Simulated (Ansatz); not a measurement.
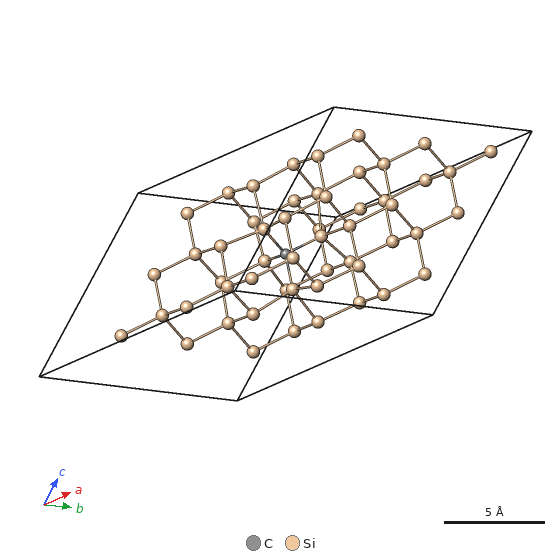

Shown here is a ball-and-stick view of the crystal, taken from a general direction. The frame is the supercell; atoms at its boundary are shown with their periodic copies. The host is Si, in a cell of 54 sites, and the cell is neutral.

**What kind of defect was put in?**

Carbon on a silicon site (a substitutional impurity). It is bonded to four Si in a tetrahedral arrangement at about 2.1 Å.

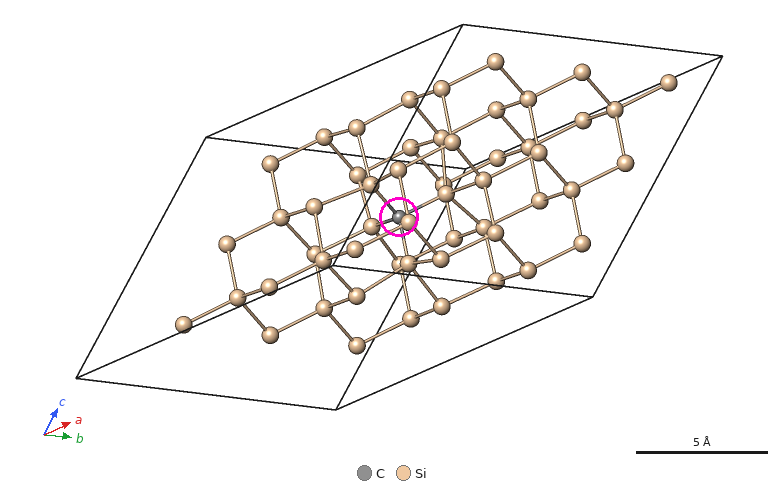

The same cell with a ring at the defect's site.

The atoms were relaxed in the host's cell with DFT PBE, scalar-relativistic, plane waves, PAW in Ansatz 0.2.0.
